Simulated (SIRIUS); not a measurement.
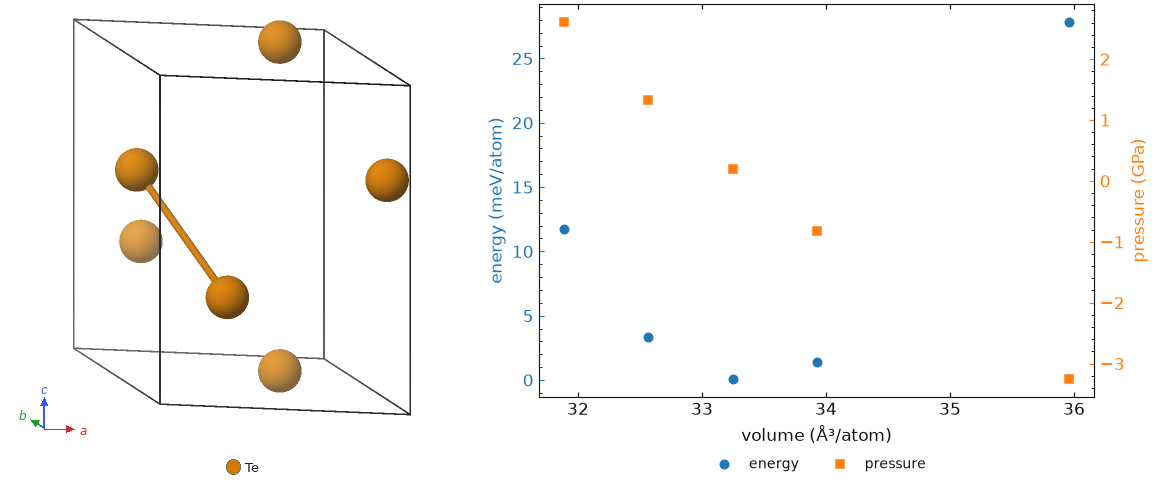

Plotted: energy and pressure against volume for Te, space group P3_121 (No. 152). The conventional cell is drawn beside the plot.

Structure:
```yaml
crystal:
  lattice:
    - [4.45400, 0.00000, 0.00000]
    - [-2.22700, 3.85728, 0.00000]
    - [0.00000, 0.00000, 5.92400]
  atoms:
    - { symbol: Te, position: [0.73100, 0.73100, 0.00000] }
    - { symbol: Te, position: [0.00000, 0.26900, 0.66667] }
    - { symbol: Te, position: [0.26900, 0.00000, 0.33333] }
```

Method: plane-wave DFT, no spin polarisation; energies at scaled volumes of the given cell, shape and fractions fixed, counted from the fit's minimum, third-order Birch-Murnaghan fit (SIRIUS 7.12.0). Level: PBEsol.

- k mesh: 7×7×5
- occupations: Fermi–Dirac
- smearing width: 0.05 eV
- potentials: dojo sr pbesol 0.4.1 standard
- wave cutoff: 1102 eV
- density cutoff: 4408 eV

The points at volume 34.60 Å³/atom and 35.28 Å³/atom are left out of the plot. What values does the calculation give there?

```csv
volume (Å³/atom),energy (meV/atom),pressure (GPa)
34.60,6.71,-1.73
35.28,15.66,-2.53
```

Caveats: shape and atomic fractions are frozen while scaling, which makes layered, chain and framework solids too stiff.
